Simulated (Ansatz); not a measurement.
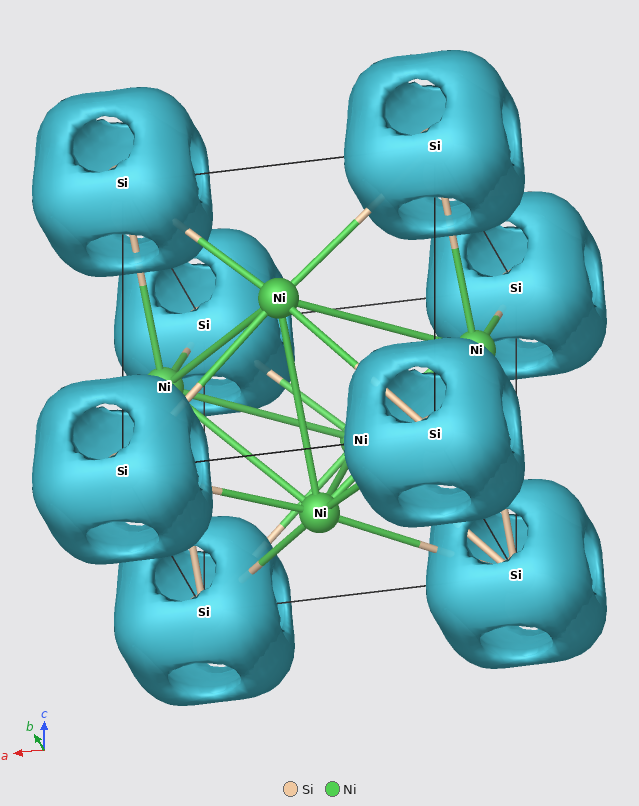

Figure. SiNi3. Isosurface of the ELF at 0.6 (cyan), seen at an oblique angle. Only the valence region is drawn (cores and ρ < 0.01 e/Å³ removed). Sticks mark near contacts.

Space group P4mm; changed on purpose from its base cell (all Ni atoms moved +0.125 Å, as atom 2 along Cartesian [0 1 0]); not relaxed (largest force 0.7 eV/Å); computed without spin polarisation.

Computed with DFT PBE, scalar-relativistic, plane waves, PAW (Ansatz 0.2.0).

Input file:

```
crystal:
  lattice:
    - [3.5062596291, 0.0, 0.0]
    - [0.0, 3.5062596291, 0.0]
    - [0.0, 0.0, 3.5062596291]
  atoms:
    - { symbol: Si, position: [0.0, 0.0, 0.0] }
    - { symbol: Ni, position: [0.0, 0.535650526, 0.5] }
    - { symbol: Ni, position: [0.5, 0.035650526, 0.5] }
    - { symbol: Ni, position: [0.5, 0.535650526, 0.0] }
basis:
  ecutwfc: 420
kpoints:
  mp_grid: { grid: [14, 14, 14] }
hamiltonian:
  xc: pbe
scf:
  occupations: { method: gaussian, width: 0.15 }
output:
  forces: true
  stress: true
  eigenvalues: true
  write_density: true
  write_potential: true
  elf: true
  volumetric_format: npy
```

Command:

```sh
ansatz run input.yaml --threads 1 --pin off --max-ram 2560MiB --backend cpu --events-out ev --progress --plain --runs-dir out
```

Below, planes, directions and counts refer to the conventional cell (a = 3.51 Å, b = 3.51 Å, c = 3.51 Å, α = 90.00°, β = 90.00°, γ = 90.00°).

**Where are the electrons localised?**

The ELF exceeds this value in one region wrapped around Si (its valence shell), counted in one cell of 4 atoms. Any copies at cell faces, edges or corners count once. Along the contacts the grid gives the following. Si–Ni (2.39 Å): the ELF peaks at about 0.65 in the valence shell of Si, 0.9 Å from its nucleus, and is about 0.45 at the midpoint. Ni–Ni (2.48 Å): the ELF is about 0.25 at the midpoint: no shared electron pair shows on this line.

**Does the calculation make it a metal, or give it a gap?**

It is gapless in this calculation (a metal or semimetal).
